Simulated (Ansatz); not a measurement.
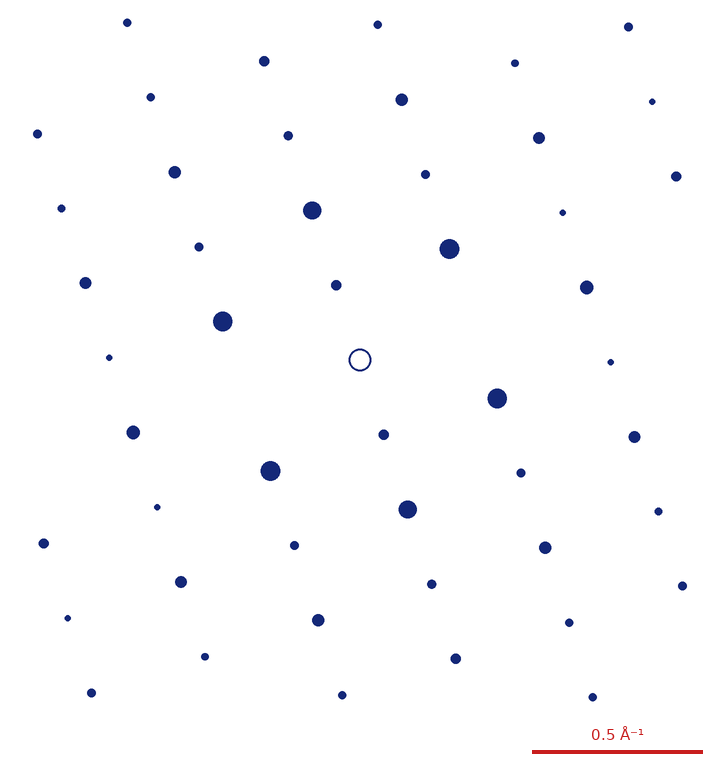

Computed electron diffraction pattern, 120 kV, single scattering only, B = 0.8 Å².

Phase: Al, space group C2/c (No. 15), a = 2.81 Å, b = 8.63 Å, c = 2.84 Å, β = 90.62°. Structure: the input geometry of an electronic-structure calculation (not necessarily at equilibrium); the starting structure was generated, so it need not be a known form of this composition.

```csv
atom,site,symmetry,x,y,z
Al,4e,2,0.5000,0.8638,0.7500
```

Determine the zone axis from the geometry of the pattern.

The spots form a rectangular net whose two shortest vectors correspond to d = 4.32 Å and 2.84 Å, 90.0° apart. They index as 0 2 0 and 0 0 1 (itself extinct), so the zone axis is [100].

Which reflections of this zone are missing, and why?

The lattice centring (C) removes all reflections that break h + k = 2n; a glide plane extinguishes reflections such as 0 0 1. In a thicker crystal double diffraction can put intensity into those places emptied by glide planes or screw axes that lie on the net of the visible spots, but never into those emptied by centring.
